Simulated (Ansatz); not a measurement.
Ta: single-point calculation

- system: Ta (Im-3m, 1 atom in the cell)
- method: DFT r2SCAN, scalar-relativistic, plane waves, PAW, no spin polarisation (Ansatz 0.2.0)

It belongs to a series of runs on one base structure; here: volume 18.038 Å³/atom. Figures and captions count atoms from 1; the log counts them from 0 in places.

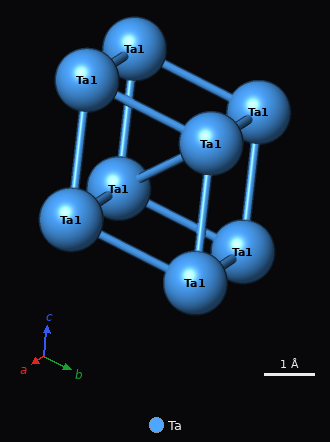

Figure 1. The structure (ball-and-stick view of the cell of the calculation, seen slightly off an axis; atoms are numbered from 1 in the order of the input). Near neighbours in the crystal (not all of them lie inside the picture): Ta has 8 Ta at 2.86 Å.

### Summary

| quantity | value |
| --- | --- |
| outcome | converged |
| space group (tolerance 0.01 Å) | Im-3m (229) |
| electrons treated | 13 |
| free energy | −9944.3202 eV |
| Fermi energy | 18.452 eV |
| gap on the k-point mesh | none (metallic) |
| pressure | 0.00 GPa |
| largest force (length of the vector) | under 0.001 eV/Å |
| hardware | 8 threads of an x86-64 CPU, shared host |
| wall time | 0.55 s (CPU time 2.5 s) |
| peak memory | 0.46 GiB |

### Remarks

Spin–orbit coupling is left out, which matters for Ta.

### Input
```yaml
crystal:
  lattice:
    - [-1.6521292048, 1.6521292048, 1.6521292048]
    - [1.6521292048, -1.6521292048, 1.6521292048]
    - [1.6521292048, 1.6521292048, -1.6521292048]
  atoms:
    - { symbol: Ta, position: [0.0, 0.0, 0.0] }
basis:
  ecutwfc: 500
  ecutrho_ratio: 4
kpoints:
  mp_grid: { grid: [18, 18, 18] }
hamiltonian:
  xc: r2scan
scf:
  occupations: { method: gaussian, width: 0.05 }
output:
  forces: true
  stress: true
  eigenvalues: true
```

### Output
```
Engine: ansatz 0.2.0, x86_64-unknown-linux-gnu
Pseudopotentials: kind: paw
Pseudopotential: Ta, paw, valence charge 13, recommended cutoff 500 eV (meta_gga), Ta.paw.azcp
Functional definition: r2SCAN
  parameter k0 = 0.174
  parameter k1 = 0.065
  parameter a1 = 4.9479
  exchange = r2scan_x(k0 = k0, k1 = k1, a1 = a1)
  correlation = r2scan_c
Crystal: 1 atoms, lattice volume = 18.038 Å³
Basis set: ecut = 500 eV, 459 PW (Γ), exchange–correlation on 96×96×96 points (64 copies of the dense FFT grid, shifted against one another)
Bands: 11, of which v1, the nominal top of the filled ones, is band 7 counted from 1 (6 counted from 0)
Symmetry: 48 space group operations
Space group: Im-3m (ITA 229), of the structure as read, at distance tolerance 2.6e-5 Å
k-points: 195 of 5832
Non-local potential: Ta, projectors of the file, l = 0: 3, l = 1: 2, l = 2: 2, l = 3: 1
PAW form: soft (Blöchl's): semilocal exchange-correlation on the pseudo side does not see the compensation charge
PAW frozen core: Ta, regenerated for the run's functional (the file was generated under x = pbe(κ = 0.804, μ = 0.2195149727645171), c = pbe(β = 0.06672455060314922))
PAW one-centre angular grid: Ta, 590 points (default); XC on 160 Gauss nodes
Initial density: superposition of atomic densities (neutral atoms: chi_scale 0, normalization atom), corrected by the library's trained network
Initial wavefunctions: pseudopotential atomic-orbital guess
Functional: x = r2scan, c = r2scan; τ floored in thin density (d = 2e-4 eV/Å³)
SCF iter   1: F=—  HF=-9944.302154 eV  |F-HF|=—  |Δ(HF+E_count)|=         —  Δρ=6.10e-3  dr2=1.67e-3  dr2_τ=1.53e-2  ethr=1.77e-3  ⟨swp⟩=6.0  Hψ=13066  notcnv=0
preconditioner: auto → none  [metal: Δε(μ)=0.021 eV  Ē_g=8.745 eV  σ=0.050 eV  W_gap=0.23  n_scr=0 (ndim 8)  ℏωp=19.5 eV  f_vac=0.000  D(μ)=0.92/eV (n_scr^D=12)]
SCF iter   2: F=—  HF=-9944.319427 eV  |F-HF|=—  |Δ(HF+E_count)|=   1.73e-2  Δρ=3.51e-3  dr2=6.38e-4  dr2_τ=2.30e-4  ethr=1.28e-5  ⟨swp⟩=2.0  Hψ=5587  notcnv=0  defer=74
SCF iter   3: F=—  HF=-9944.320197 eV  |F-HF|=—  |Δ(HF+E_count)|=   7.70e-4  Δρ=3.31e-4  dr2=1.56e-5  dr2_τ=1.24e-5  ethr=4.91e-6  ⟨swp⟩=2.0  Hψ=2991  notcnv=0  defer=74
SCF iter   4: F=—  HF=-9944.320194 eV  |F-HF|=—  |Δ(HF+E_count)|=   2.32e-6  Δρ=1.42e-4  dr2=1.49e-6  dr2_τ=8.40e-7  ethr=1.20e-7  ⟨swp⟩=2.4  Hψ=3184  notcnv=0  defer=74
SCF iter   5: F=—  HF=-9944.320195 eV  |F-HF|=—  |Δ(HF+E_count)|=   6.73e-7  Δρ=8.81e-5  dr2=5.51e-7  dr2_τ=2.44e-7  ethr=1.15e-8  ⟨swp⟩=1.0  Hψ=2071  notcnv=0  defer=74
SCF iter   6: F=-9944.320195 eV  HF=-9944.320195 eV  |F-HF|=8.92e-9  |Δ(HF+E_count)|=   2.53e-7  Δρ=1.30e-5  dr2=1.40e-8  dr2_τ=8.46e-9  ethr=7.69e-10  ⟨swp⟩=4.4  Hψ=8925  notcnv=0
SCF 1 converged in 6 iterations: F = -9944.320195 eV  dr2 = 1.40e-8
  greatest PAW one-centre occupation: 0.998 electrons in one spin orbital (limit 2), on the Ta atom at site 0 (counted from 0), in its partial waves of l = 0
```

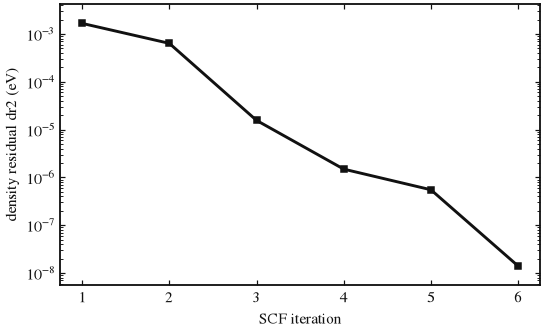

Figure 2. Convergence of the self-consistent field: density residual dr2 against the SCF iteration. The residual falls at every step.

```
SCF converged after 6 iterations
Free energy (F): -9944.320195 eV
Harris-Foulkes:  -9944.320195 eV  (|F-HF|=8.92e-9)
Internal energy: -9944.319053 eV  (E = F + TS)
E sigma→0 (E₀):  -9944.319624 eV
Entropy (-TS):   -0.001142 eV (-1.142 meV/atom)
Fermi energy:    18.452418 eV
--- Per-component energies (eV) ---
  E_band       = -116.871719
  E_kinetic    = 366.949137
  E_local      = -548.471316  (includes V_loc(G=0)·N_el)
  E_nonlocal   = 15.005276
  E_hartree    = 190.490768
  E_xc         = -204.407428
  E_vxc        = -222.064410  (∫ρ·V_xc dr)
  E_paw        = -8423.007037  (= ΣΔE_a)
  E_vpaw       = -120.494488  (= ΣTr[D̂ρ^β])
  E_aug_tail   = 0.000085  (compensation charges beyond the density's cutoff)
  E_vtau       = 11.222533  (kinetic-family band-sum trace: ∫τ·v_τ [+ j·A + Jᵃ·Aᵃ] dr)
  E_ewald      = -1340.122258
  E_core_change = -0.756280  (= ΣΔE_core)
  E_smearing   = -0.001142  (= −TS)
  E_closure    = 0.000000  (closes the sum)
  Σ components = -9944.320195   (vs F -9944.320195, Δ=0.00e0)
--- Forces (eV/Å), atoms counted from 1 ---
  atom   1  Ta    -0.00000000     0.00000000     0.00000000
  max |Σ_I F_I| component: 5.14e-33 eV/Å
--- Stress (GPa, compression-positive) ---
        0.000131      -0.000000       0.000000
       -0.000000       0.000131      -0.000000
       -0.000000       0.000000       0.000131
  P = ⅓ Tr σ = 0.0001 GPa (0.001 kbar)
--- Band table (eV; the first three rows and the last of 195) ---
  k-point 0: bands = ["-50.4505", "-15.7172", "-15.7172", "-15.7172", "10.1642", "19.2949", "19.2949", "19.2949", "22.7767", "22.7767", "33.7277"]
  k-point 1: bands = ["-50.4467", "-15.7575", "-15.7295", "-15.7175", "10.3075", "19.1992", "19.2662", "19.4346", "22.6168", "22.7753", "33.8576"]
  k-point 2: bands = ["-50.4358", "-15.8723", "-15.7648", "-15.7181", "10.7230", "18.9355", "19.1468", "19.8492", "22.2826", "22.7797", "34.1854"]
  k-point 194: bands = ["-50.2314", "-16.5685", "-16.5685", "-16.5685", "14.5196", "14.5196", "25.5541", "25.5541", "25.5541", "27.4081", "27.4081"]
```

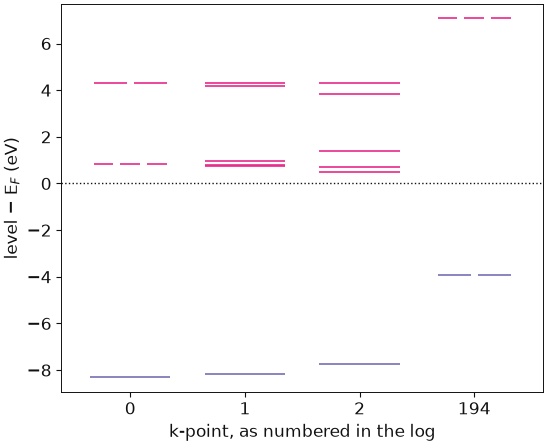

Figure 3. Kohn–Sham levels near the Fermi level (dotted) at the few k-points that the log prints; levels within 0.02 eV of each other stand side by side. The system is metallic on the full mesh.
